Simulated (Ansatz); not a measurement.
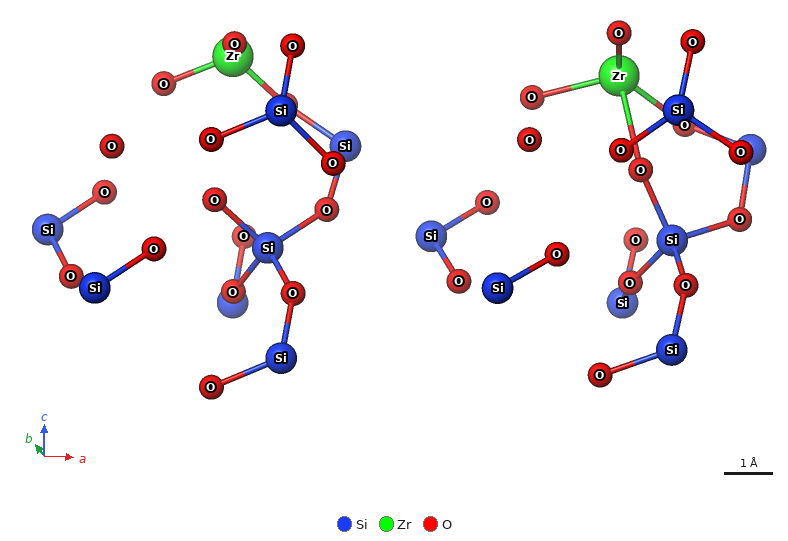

Two geometries of a defect cell of composition Si22ZrO48, drawn at one scale. One is the start of a relaxation, the other its converged end. Style: ball-and-stick. Shown: the atoms within 4.2 Å of the atom that moves most (axes of the cell of the calculation, reduced to other axes (origin shifted)), slightly off an axis. Lengths and directions refer to the drawn axes.

These are results of DFT, PBEsol, PAW, plane waves in Ansatz, not measurements. Set-up: plane-wave cutoff 420 eV; k-point mesh 1 × 1 × 1; mesh shifted by (0.25, 0.25, 0.25); collinear spin; atoms relaxed in a fixed cell; force threshold 0.03 eV/Å; at most 80 steps.

Q: Which geometry has the lower energy?

A: The right one is the relaxed one. The atom that moves furthest is an O atom (1.02 Å along [2 2 1]). Largest moves by element: O 1.02 Å, Zr 0.51 Å, Si 0.35 Å. The cell doesn't change. Among the contacts that change: O–Zr 3.639 → 2.419 Å, O–Zr 1.602 → 1.989 Å, O–Zr 1.592 → 1.927 Å, O–Zr 1.620 → 1.939 Å. New bonds form: O–Zr (3.64 → 2.42 Å). Bond angles that change, for instance: Si–O–Si 143.4° → 122.3°, Si–O–Zr 142.1° → 127.2°, O–Si–O 110.9° → 100.3°. Over 14 accepted moves (15 points after the start) the energy falls by 12.720 eV per cell of the calculation. The largest force component goes from 19 to 0.024 eV/Å. The line search rejected the trial step at point 11 of the run. Cost: 18 s on 1 × NVIDIA GB200 with 8 threads of Arm Neoverse-V2, peak memory 1.9 GiB.
